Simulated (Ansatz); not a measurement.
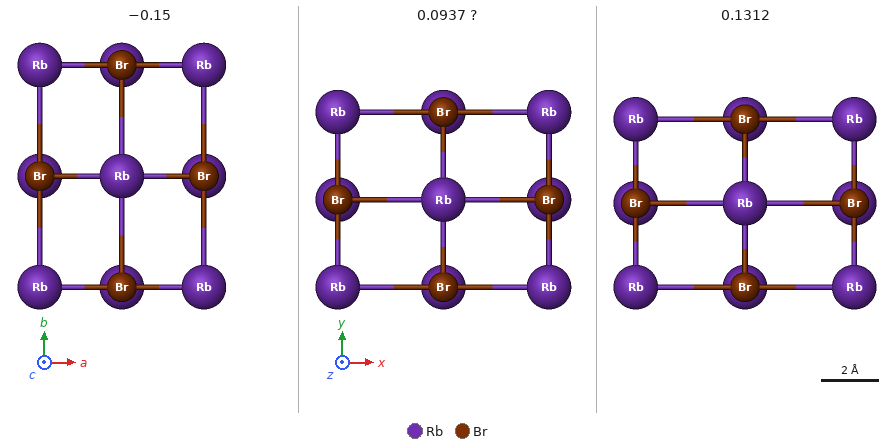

Energy scan for solid RbBr (Fm-3m), in which the cell is strained along x and oppositely along y, with the atoms kept at their fractional coordinates. x, y and z are the Cartesian axes of the input. A ball-and-stick model of the conventional cell (4 times the calculation's cell), seen along the c axis. Lengths and directions refer to the drawn axes.

These are results of Ansatz, DFT PBE, scalar-relativistic, plane waves, PAW, not measurements. Set-up: plane-wave cutoff 420 eV; k-point mesh 6 × 6 × 6; occupations gaussian; smearing width 0.05 eV; no spin polarisation. Energies (free energies at the smearing named) are counted from the cell as listed in its source, which wasn't relaxed.

```
 strain  ΔE (meV/atom)
−0.1500          266.4
−0.0750           52.8
 0.0000            0.0
 0.0187            3.0
 0.0375           12.4
 0.0562           28.6
 0.0937              ?
 0.1125          131.3
 0.1312          190.0
```

One row is withheld. What is its energy?

Answer. A straight line between the two neighbours gives 97.0 meV/atom. A cubic through the four nearest rows (0.0375, 0.0562, 0.1125, 0.1312) gives, with Lagrange weights, (−0.2012)(12.4) + (0.5018)(28.6) + (1.0009)(131.3) + (−0.3015)(190.0) = 86.0 meV/atom. The calculation gives 86.2 meV/atom, so the cubic is 0.2 meV/atom too low and the straight line 10.8 meV/atom too high, as the curve bends upwards here.

The whole profile:

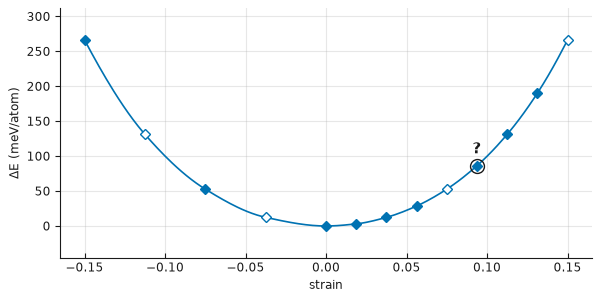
